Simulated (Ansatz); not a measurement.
System: Si16C17 (cell with a defect).

Input file:

```
crystal:
  lattice:
    - [4.37973518, 4.37973518, -4.37973518]
    - [-4.37973518, -4.37973518, -4.37973518]
    - [-4.37973518, 4.37973518, 4.37973518]
  atoms:
    - { symbol: Si, position: [0.25, 0.5, 0.25] }
    - { symbol: Si, position: [0.5, 0.25, 0.25] }
    - { symbol: Si, position: [0.75, 0.0, 0.25] }
    - { symbol: Si, position: [0.75, 0.5, 0.75] }
    - { symbol: Si, position: [0.0, 0.5, 0.5] }
    - { symbol: Si, position: [0.25, 0.25, 0.5] }
    - { symbol: Si, position: [0.5, 0.0, 0.5] }
    - { symbol: Si, position: [0.75, 0.75, 0.5] }
    - { symbol: Si, position: [1.0, 0.75, 0.25] }
    - { symbol: Si, position: [0.5, 0.5, 0.0] }
    - { symbol: Si, position: [0.75, 0.25, 0.0] }
    - { symbol: Si, position: [0.0, 0.25, 0.75] }
    - { symbol: Si, position: [0.25, 1.0, 0.75] }
    - { symbol: Si, position: [0.5, 0.75, 0.75] }
    - { symbol: Si, position: [0.0, 0.0, 0.0] }
    - { symbol: Si, position: [0.25, 0.75, 0.0] }
    - { symbol: C, position: [0.25, 0.5, 0.0] }
    - { symbol: C, position: [0.5, 0.25, 0.0] }
    - { symbol: C, position: [0.75, 0.0, 0.0] }
    - { symbol: C, position: [0.75, 0.5, 0.5] }
    - { symbol: C, position: [0.0, 0.5, 0.25] }
    - { symbol: C, position: [0.25, 0.25, 0.25] }
    - { symbol: C, position: [0.5, 0.0, 0.25] }
    - { symbol: C, position: [0.75, 0.75, 0.25] }
    - { symbol: C, position: [0.0, 0.75, 0.0] }
    - { symbol: C, position: [0.5, 0.5, 0.75] }
    - { symbol: C, position: [0.75, 0.25, 0.75] }
    - { symbol: C, position: [0.0, 0.25, 0.5] }
    - { symbol: C, position: [0.25, 0.0, 0.5] }
    - { symbol: C, position: [0.5, 0.75, 0.5] }
    - { symbol: C, position: [0.0, 0.0, 0.75] }
    - { symbol: C, position: [0.25, 0.75, 0.75] }
    - { symbol: C, position: [0.0009434117, 0.5116624207, 0.0167604102] }
basis:
  ecutwfc: 420
  xc_grid: 2
kpoints:
  mp_grid: { grid: [2, 2, 2], shift: [0.5, 0.5, 0.5] }
hamiltonian:
  xc: pbe
scf:
  occupations: { method: gaussian, width: 0.02 }
output:
  forces: true
  stress: false
  eigenvalues: true
  write_density: true
  write_potential: true
  elf: true
  volumetric_format: npy
relax:
  adjacent_minimum: "off"
  f_tol: 0.02
  max_steps: 60
```

Command:

```sh
ansatz run input.yaml --threads 4 --pin off --max-ram 10240MiB --backend cpu --events-out ev --progress --plain --runs-dir out
```

The fields are those of the run's last geometry, not of the input's.

All numbers below come from DFT PBE, scalar-relativistic, plane waves, PAW (Ansatz 0.2.0).

Question: What can the converged valence pseudo-density and electron localisation function tell about the bonding?

Answer: Si–C (1.88 Å): ρ is about 0.89 e/Å³ halfway; the ELF peaks at about 0.95 between the atoms; a covalent bond.
Si–C (1.88 Å): ρ at the midpoint is about 0.89 e/Å³; the ELF peaks at about 0.95 between the atoms; localised, covalent bonding.

Question: Does the calculation give a band gap?

Answer: It is gapped, with a Kohn–Sham gap of 1.0 eV on the k-point mesh, an upper bound to the gap of this method.

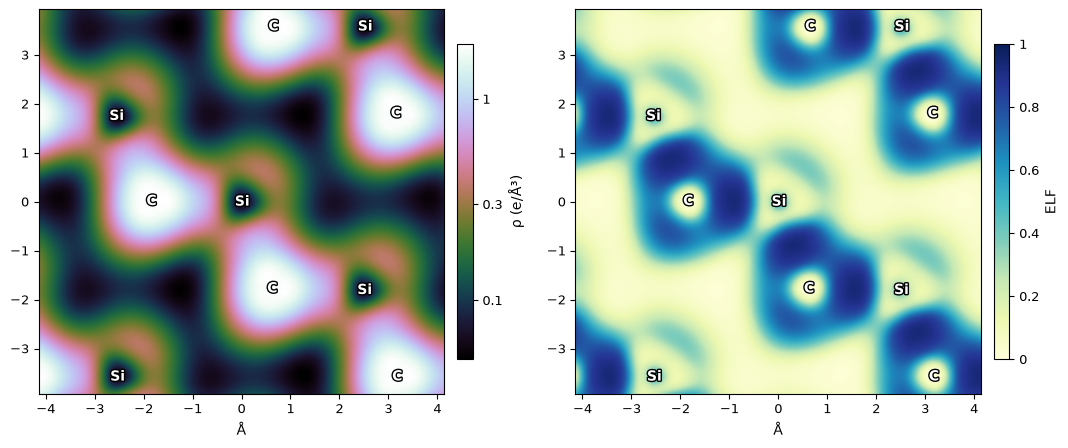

Computed valence pseudo-density and electron localisation function on the (100) plane of the calculation cell, in this order. 

The density is the valence pseudo-density of a PAW calculation; it isn't the true density close to the nuclei.
